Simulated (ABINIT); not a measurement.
## Hubbard response calculation of AlNi (part 1 of 4)

AlNi (2 atoms in the cell), computed with Kohn-Sham DFT of a periodic cell, LDA, DFT+U, JTH PAW LDA v2.0, spin-polarised (ABINIT 10.8.3).

The structure derives from an entry of the Crystallography Open Database.

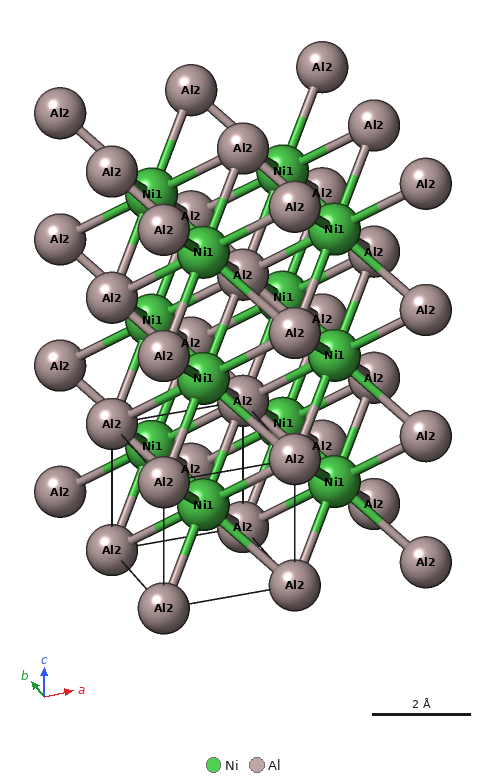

*The input geometry (ball-and-stick view of the cell of the calculation, repeated 2 × 2 × 3, seen at an oblique angle; atoms are numbered from 1 in the order of the input). An atom can appear more than once, as a periodic image.*

Key numbers

```json
{"quantity": "outcome", "value": "converged"}
{"quantity": "space group (tolerance 0.01 Å)", "value": "Pm-3m (221)"}
{"quantity": "electrons treated", "value": "21"}
{"quantity": "free energy", "value": "−4709.1721 eV"}
{"quantity": "Fermi energy", "value": "11.146 eV"}
{"quantity": "gap on the k-point mesh", "value": "none (metallic)"}
{"quantity": "net moment of the cell", "value": "0.00 μB"}
{"quantity": "pressure", "value": "−9.56 GPa"}
{"quantity": "largest force (length of the vector)", "value": "under 0.001 eV/Å"}
{"quantity": "hardware", "value": "1 thread of Arm Neoverse V1, 112 GiB of memory available, shared host"}
{"quantity": "wall time", "value": "3.4 min"}
{"quantity": "peak memory", "value": "0.14 GiB"}
```

Remarks

Points of doubt noted for this run: cell small for linear response; moments collapsed. The k-point mesh is coarse for a cell of this size, so the results may not be converged.

The input
```
# Datasets
ndtset 4

# Pseudopotentials
pp_dirpath "./"
pseudos "Ni.LDA_PW-JTH.xml, Al.LDA_PW-JTH.xml"

# Structure
acell 3*1.0 Angstrom
rprim
     2.8810000000     0.0000000000     0.0000000000
     0.0000000000     2.8810000000     0.0000000000
     0.0000000000     0.0000000000     2.8810000000
ntypat 2
znucl 28 13
natom 2
typat 1 2
xred
            1/2            1/2            1/2
            0.0            0.0            0.0

# Plane-wave basis
ecut 41.0
pawecutdg 63.0

# k points
kptopt 2
ngkpt 4 4 4
nshiftk 1
shiftk 0.0 0.0 0.0

# Exchange and correlation
ixc 7

# Bands and occupations
nband 15
occopt 3
tsmear 0.1 eV

# Spin
nsppol 2
spinat
     0.0000000000     0.0000000000     1.0000000000
     0.0000000000     0.0000000000     0.0000000000
nsym 1

# DFT+U
usepawu 1
lpawu 2 -1
upawu 4.0 0.0 eV
jpawu 0.0 0.0 eV
dmatpuopt 2

# SCF cycle
nstep 120
tolvrs 1.0e-9

# Output
prteig 0
prtebands 0
prtden 0
prtwf 0

# Linear response
irdwfk 1
macro_uj 1
pawujat 1
pawujv1 -0.15 eV
pawujv2 -0.05 eV
pawujv3 0.05 eV
pawujv4 0.15 eV
```

File gs.abi
```
# Pseudopotentials
pp_dirpath "./"
pseudos "Ni.LDA_PW-JTH.xml, Al.LDA_PW-JTH.xml"

# Structure
acell 3*1.0 Angstrom
rprim
     2.8810000000     0.0000000000     0.0000000000
     0.0000000000     2.8810000000     0.0000000000
     0.0000000000     0.0000000000     2.8810000000
ntypat 2
znucl 28 13
natom 2
typat 1 2
xred
            1/2            1/2            1/2
            0.0            0.0            0.0

# Plane-wave basis
ecut 41.0
pawecutdg 63.0

# k points
kptopt 2
ngkpt 4 4 4
nshiftk 1
shiftk 0.0 0.0 0.0

# Exchange and correlation
ixc 7

# Bands and occupations
nband 15
occopt 3
tsmear 0.1 eV

# Spin
nsppol 2
spinat
     0.0000000000     0.0000000000     1.0000000000
     0.0000000000     0.0000000000     0.0000000000
nsym 1

# DFT+U
usepawu 1
lpawu 2 -1
upawu 4.0 0.0 eV
jpawu 0.0 0.0 eV
dmatpuopt 2

# SCF cycle
nstep 120
tolvrs 1.0e-9

# Output
prteig 0
prtebands 0
prtden 0
```

Run as:
```bash
abinit gs.abi > log 2>&1
ln -s gso_WFK runi_DS1_WFK
ln -s gso_WFK runi_DS2_WFK
ln -s gso_WFK runi_DS3_WFK
ln -s gso_WFK runi_DS4_WFK
abinit run.abi > log 2>&1
lruj runo_DS1_LRUJ.nc runo_DS2_LRUJ.nc runo_DS3_LRUJ.nc runo_DS4_LRUJ.nc > lruj.log 2>&1
```

What the program printed
```
.Version 10.8.3 of ABINIT
 DATASET    1 : space group P1 (#  1); Bravais aP (primitive triclinic)
================================================================================
 Values of the parameters that define the memory need for DATASET  1.
     intxc =       0    ionmov =       0      iscf =      17    lmnmax =      18
     lnmax =       6     mgfft =      32  mpssoang =       3    mqgrid =    3001
     natom =       2  nloc_mem =       2    nspden =       2   nspinor =       1
    nsppol =       2      nsym =       1    n1xccc =       1    ntypat =       2
    occopt =       3   xclevel =       1
       mpw =        2040          nfft =       32768          nkpt =          36
 PAW method is used; the additional fine FFT grid is defined by:
   mgfftf=        40    nfftf =     64000
================================================================================
================================================================================

 DATASET    2 : space group P1 (#  1); Bravais aP (primitive triclinic)
================================================================================
 Values of the parameters that define the memory need for DATASET  2.
     intxc =       0    ionmov =       0      iscf =      17    lmnmax =      18
     lnmax =       6     mgfft =      32  mpssoang =       3    mqgrid =    3001
     natom =       2  nloc_mem =       2    nspden =       2   nspinor =       1
    nsppol =       2      nsym =       1    n1xccc =       1    ntypat =       2
    occopt =       3   xclevel =       1
       mpw =        2040          nfft =       32768          nkpt =          36
 PAW method is used; the additional fine FFT grid is defined by:
   mgfftf=        40    nfftf =     64000
================================================================================
================================================================================

 DATASET    3 : space group P1 (#  1); Bravais aP (primitive triclinic)
================================================================================
 Values of the parameters that define the memory need for DATASET  3.
     intxc =       0    ionmov =       0      iscf =      17    lmnmax =      18
     lnmax =       6     mgfft =      32  mpssoang =       3    mqgrid =    3001
     natom =       2  nloc_mem =       2    nspden =       2   nspinor =       1
    nsppol =       2      nsym =       1    n1xccc =       1    ntypat =       2
    occopt =       3   xclevel =       1
       mpw =        2040          nfft =       32768          nkpt =          36
 PAW method is used; the additional fine FFT grid is defined by:
   mgfftf=        40    nfftf =     64000
================================================================================
================================================================================

 DATASET    4 : space group P1 (#  1); Bravais aP (primitive triclinic)
================================================================================
 Values of the parameters that define the memory need for DATASET  4.
     intxc =       0    ionmov =       0      iscf =      17    lmnmax =      18
     lnmax =       6     mgfft =      32  mpssoang =       3    mqgrid =    3001
     natom =       2  nloc_mem =       2    nspden =       2   nspinor =       1
    nsppol =       2      nsym =       1    n1xccc =       1    ntypat =       2
    occopt =       3   xclevel =       1
       mpw =        2040          nfft =       32768          nkpt =          36
 PAW method is used; the additional fine FFT grid is defined by:
   mgfftf=        40    nfftf =     64000
================================================================================
================================================================================

--------------------------------------------------------------------------------
------------- Echo of variables that govern the present computation ------------
--------------------------------------------------------------------------------
 -outvars: echo values of preprocessed input variables --------
            acell      1.8897261259E+00  1.8897261259E+00  1.8897261259E+00 Bohr
              amu      5.86900000E+01  2.69815390E+01
         atvshift1      -0.00551   -0.00551   -0.00551   -0.00551   -0.00551
                        -0.00551   -0.00551   -0.00551   -0.00551   -0.00551
                         0.00000    0.00000    0.00000    0.00000    0.00000
                         0.00000    0.00000    0.00000    0.00000    0.00000
         atvshift2      -0.00184   -0.00184   -0.00184   -0.00184   -0.00184
                        -0.00184   -0.00184   -0.00184   -0.00184   -0.00184
                         0.00000    0.00000    0.00000    0.00000    0.00000
                         0.00000    0.00000    0.00000    0.00000    0.00000
         atvshift3       0.00184    0.00184    0.00184    0.00184    0.00184
                         0.00184    0.00184    0.00184    0.00184    0.00184
                         0.00000    0.00000    0.00000    0.00000    0.00000
                         0.00000    0.00000    0.00000    0.00000    0.00000
         atvshift4       0.00551    0.00551    0.00551    0.00551    0.00551
                         0.00551    0.00551    0.00551    0.00551    0.00551
                         0.00000    0.00000    0.00000    0.00000    0.00000
                         0.00000    0.00000    0.00000    0.00000    0.00000
           diemix      4.50000000E-01
             ecut      4.10000000E+01 Hartree
           irdwfk           1
              ixc           7
           jdtset        1    2    3    4
           kptopt           2
         kptrlatt        4    0    0      0    4    0      0    0    4
          kptrlen      2.17772039E+01
            lpawu           2      -1
         macro_uj        1
            natom           2
            nband          15
        natvshift        5
           ndtset           4
            ngfft          32      32      32
          ngfftdg          40      40      40
             nkpt          36
           nspden           2
           nsppol           2
            nstep         120
             nsym           1
           ntypat           2
           occopt           3
        pawecutdg      6.30000000E+01 Hartree
           pawujv1    -5.5123983263E-03 Hartree
           pawujv2    -1.8374661088E-03 Hartree
           pawujv3     1.8374661088E-03 Hartree
           pawujv4     5.5123983263E-03 Hartree
           prtden           0
        prtebands           0
           prteig           0
            prtwf           0
            rprim      2.8810000000E+00  0.0000000000E+00  0.0000000000E+00
                       0.0000000000E+00  2.8810000000E+00  0.0000000000E+00
                       0.0000000000E+00  0.0000000000E+00  2.8810000000E+00
          spgroup           1
           spinat      0.0000000000E+00  0.0000000000E+00  1.0000000000E+00
                       0.0000000000E+00  0.0000000000E+00  0.0000000000E+00
           tolvrs      1.00000000E-09
           tsmear      3.67493222E-03 Hartree
            typat      1  2
            upawu      1.46997289E-01  0.00000000E+00 Hartree
          usepawu           1
           useylm           1
           xangst      1.4405000000E+00  1.4405000000E+00  1.4405000000E+00
                       0.0000000000E+00  0.0000000000E+00  0.0000000000E+00
            xcart      2.7221504844E+00  2.7221504844E+00  2.7221504844E+00
                       0.0000000000E+00  0.0000000000E+00  0.0000000000E+00
             xred      5.0000000000E-01  5.0000000000E-01  5.0000000000E-01
                       0.0000000000E+00  0.0000000000E+00  0.0000000000E+00
            znucl       28.00000   13.00000

================================================================================

 chkinp: Checking input parameters for consistency, jdtset=   1.

 chkinp: Checking input parameters for consistency, jdtset=   2.

 chkinp: Checking input parameters for consistency, jdtset=   3.

 chkinp: Checking input parameters for consistency, jdtset=   4.

================================================================================
== DATASET  1 ==================================================================

--- !DatasetInfo
iteration_state: {dtset: 1, }
dimensions: {natom: 2, nkpt: 36, mband: 15, nsppol: 2, nspinor: 1, nspden: 2, mpw: 2040, }
cutoff_energies: {ecut:  41.0, pawecutdg:  63.0, }
electrons: {nelect:   2.10000000E+01, charge:   0.00000000E+00, occopt:   3.00000000E+00, tsmear:   3.67493222E-03, }
meta: {optdriver: 0, ionmov: 0, optcell: 0, iscf: 17, paral_kgb: 0, }
...

 Exchange-correlation functional for the present dataset will be:
  LDA: Perdew-Wang 92 LSD fit to Ceperley-Alder data - ixc=7
  J.P.Perdew and Y.Wang, PRB 45, 13244 (1992)

 Real(R)+Recip(G) space primitive vectors, cartesian coordinates (Bohr,Bohr^-1):
 R(1)=  5.4443010  0.0000000  0.0000000  G(1)=  0.1836783  0.0000000  0.0000000
 R(2)=  0.0000000  5.4443010  0.0000000  G(2)=  0.0000000  0.1836783  0.0000000
 R(3)=  0.0000000  0.0000000  5.4443010  G(3)=  0.0000000  0.0000000  0.1836783
 Unit cell volume ucvol=  1.6137133E+02 bohr^3
 Angles (23,13,12)=  9.00000000E+01  9.00000000E+01  9.00000000E+01 degrees

 Coarse grid specifications (used for wave-functions):

 getcut: wavevector=  0.0000  0.0000  0.0000  ngfft=  32  32  32
         ecut(hartree)=     41.000   => boxcut(ratio)=   2.03916

 Fine grid specifications (used for densities):

 getcut: wavevector=  0.0000  0.0000  0.0000  ngfft=  40  40  40
         ecut(hartree)=     63.000   => boxcut(ratio)=   2.05628

--- Pseudopotential description ------------------------------------------------
- pspini: atom type   1  psp file is ./Ni.LDA_PW-JTH.xml
 Pseudopotential format is: paw10
 basis_size (lnmax)=  6 (lmn_size= 18), orbitals=   0   0   1   1   2   2
 Spheres core radius: rc_sph= 1.81432190
 Shapefunction is SIN type: shapef(r)=[sin(pi*r/rshp)/(pi*r/rshp)]**2
 Radius for shape functions =  1.60094920
 Compensation charge density is not taken into account in XC energy/potential

- pspini: atom type   2  psp file is ./Al.LDA_PW-JTH.xml
 Pseudopotential format is: paw10
 basis_size (lnmax)=  4 (lmn_size=  8), orbitals=   0   0   1   1
 Spheres core radius: rc_sph= 1.90363307
 Shapefunction is SIN type: shapef(r)=[sin(pi*r/rshp)/(pi*r/rshp)]**2
 Radius for shape functions =  1.60786206
 Compensation charge density is not taken into account in XC energy/potential

   3.60843340E+02                                ecore*ucvol(ha*bohr**3)
--------------------------------------------------------------------------------

-inwffil : will read wavefunctions from disk file runi_DS1_WFK

 ******************************************
 DFT+U Method used: FLL
 ******************************************

================================================================================

--- !BeginCycle
iteration_state: {dtset: 1, }
solver: {iscf: 17, nstep: 120, nline: 4, wfoptalg: 10, }
tolerances: {tolvrs: 1.00E-09, }
...
```
